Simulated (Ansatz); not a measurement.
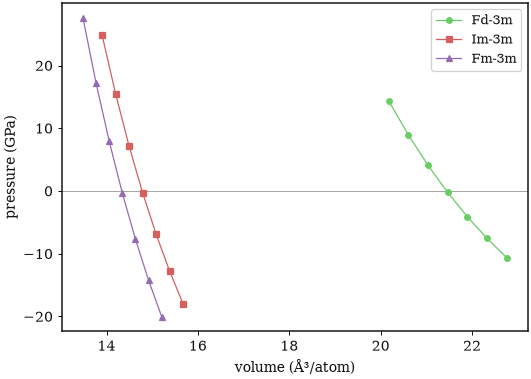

Plotted: pressure against volume, with one curve for each structure, for Os.

How it was computed, with Ansatz 0.2.0 development build: equation of state of a cubic crystal from periodic Kohn-Sham density functional theory without spin, third-order Birch-Murnaghan fit to the free energies; pressure corrected for the finite basis. Level: PBE.

```tsv
setting	value
occupation method	Fermi–Dirac
occupation width	0.06123 eV
wave cutoff	420 eV
datasets	soft-1 PAW
density tolerance	1e-07 eV
density cutoff ratio	4
search for lower states	default
```

Settings that differ: Fd-3m: k mesh 34×34×34, atoms in cell 2, lattice centring face-centred primitive, space group number 227, structure type diamond; Im-3m: k mesh 25×25×25, atoms in cell 1, lattice centring body-centred primitive, space group number 229, structure type bcc; Fm-3m: k mesh 25×25×25, atoms in cell 1, lattice centring face-centred primitive, space group number 225, structure type fcc.

Order the curves by fitted equilibrium volume, smallest first.

Fm-3m 14.33, Im-3m 14.78, Fd-3m 21.44 Å³/atom.

Order the curves by fitted bulk modulus, smallest first.

Fd-3m 205, Im-3m 352, Fm-3m 390 GPa.

Caveats: cubic model structure, not the ambient form.
